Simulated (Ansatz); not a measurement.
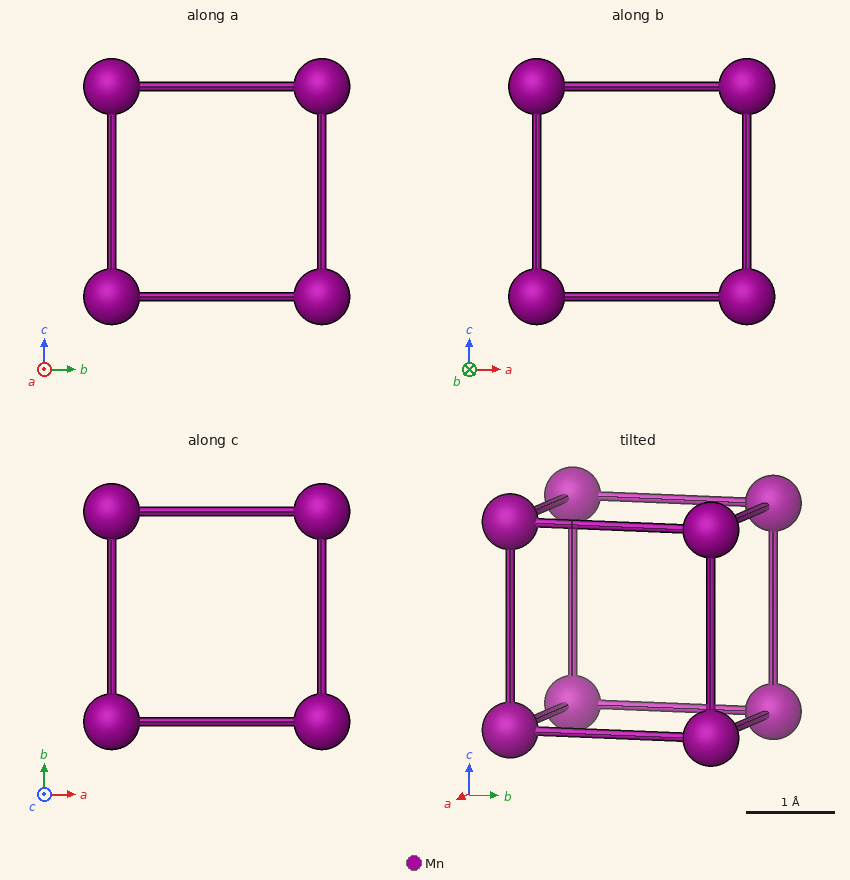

Drawn in the ball-and-stick manner and seen along the a axis, along the b axis, along the c axis and slightly off an axis. The lines enclose the conventional unit cell; boundary atoms appear with their images.

Lattice parameters: a = 2.3931 Å, b = 2.3931 Å, c = 2.3931 Å, α = 90.000°, β = 90.000°, γ = 90.000°.

Express the structure as a CIF in P1 with every atom of the cell.

Answer.
```cif
data_structure
_symmetry_space_group_name_H-M 'P 1'
_symmetry_Int_Tables_number 1
_cell_length_a 2.3931
_cell_length_b 2.3931
_cell_length_c 2.3931
_cell_angle_alpha 90.000
_cell_angle_beta 90.000
_cell_angle_gamma 90.000
_cell_volume 13.70
loop_
_atom_site_label
_atom_site_type_symbol
_atom_site_fract_x
_atom_site_fract_y
_atom_site_fract_z
_atom_site_occupancy
Mn1 Mn 0.0000 0.0000 0.0000 1
```

The structure was taken from a structure type filled with this element by a generator (whether the element takes this form wasn't checked). Earlier steps of the study may have refined or changed the cell and positions. It was the input of a calculation with Ansatz.

At this level of theory the cell isn't at rest (compressed, at 13 GPa), so its distances can differ from those at equilibrium, the more so the softer the solid.
